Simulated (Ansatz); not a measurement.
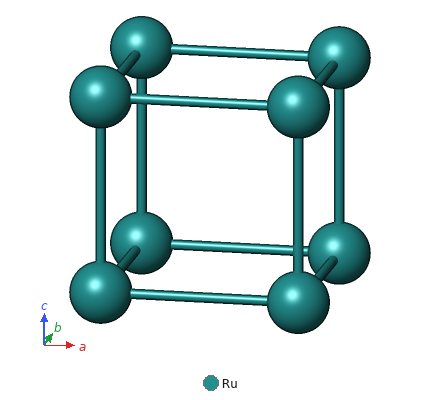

The structure; the drawing may span several cells.

Structure (in its standard cell), the input geometry of an electronic-structure calculation (not necessarily at equilibrium); the starting structure was generated, so it need not be a known form of this composition:

Space group Pm-3m (No. 221). a = 2.512 Å, b = 2.512 Å, c = 2.512 Å, α = 90.00°, β = 90.00°, γ = 90.00°
| atom | site | symmetry | x | y | z |
| --- | --- | --- | --- | --- | --- |
| Ru | 1a | m-3m | 0.0000 | 0.0000 | 0.0000 |

**Predict the [110] zone-axis pattern (120 kV, kinematic, B = 0.8 Å²).**

The spots form a rectangular net whose two shortest vectors correspond to d = 2.51 Å and 1.78 Å, 90.0° apart. They are 0 0 1 and 1 -1 0. The pattern has symmetry 2mm. No reflection of this zone is absent.

Strongest reflections with d > 0.80 Å, one of each family (|F|² from tabulated Gaussian fits of the electron scattering factors, times a small damping for the curvature of the Ewald sphere):

```json
{"hkl": "0 0 1", "d (Å)": "2.512", "I (strongest = 100)": "100"}
{"hkl": "1 -1 0", "d (Å)": "1.776", "I (strongest = 100)": "52"}
{"hkl": "1 -1 1", "d (Å)": "1.450", "I (strongest = 100)": "32"}
{"hkl": "0 0 2", "d (Å)": "1.256", "I (strongest = 100)": "22"}
{"hkl": "1 -1 2", "d (Å)": "1.026", "I (strongest = 100)": "11"}
{"hkl": "2 -2 0", "d (Å)": "0.888", "I (strongest = 100)": "6"}
```

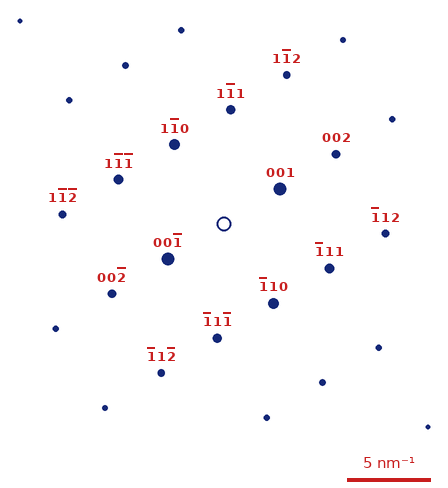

Calculated pattern, seen from the source side with [110] pointing towards the source.
